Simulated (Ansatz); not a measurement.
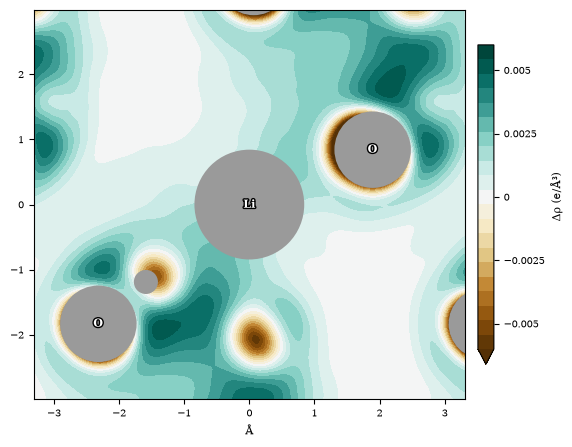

LiO8: difference of two self-consistent densities at the same geometry, ρ(PBEsol) − ρ(PBE), on the (111) plane of the conventional cell. Grey discs cover the cores, where the PAW densities can't be compared. Cores are masked to 0.8 Å (Li) and 0.6 Å (O).

Space group P1; not relaxed (largest force 0.9 eV/Å); spin-polarised. The cell comes from a database of computed structures, not from a measurement.

Both runs: Ansatz, scalar-relativistic, plane waves and PAW, same cutoff, k-points and PAW files (made with PBE).

> What differs between the two levels of theory?

Against PBE, and outside the masked cores, the largest gain, 0.006 e/Å³, lies 1.0 Å from an oxygen nucleus, and the largest loss lies at the edge of the masked core of O.
Bader charges are Li +0.91 and O −0.24 to −0.01 e with PBE and Li +0.91 and O −0.24 to −0.01 e with PBEsol.
At this volume the pressure is −2 GPa with PBE and −5 GPa with PBEsol.
The integrated |spin density| goes from 1.8 to 1.6 μB in the cell of the calculation.
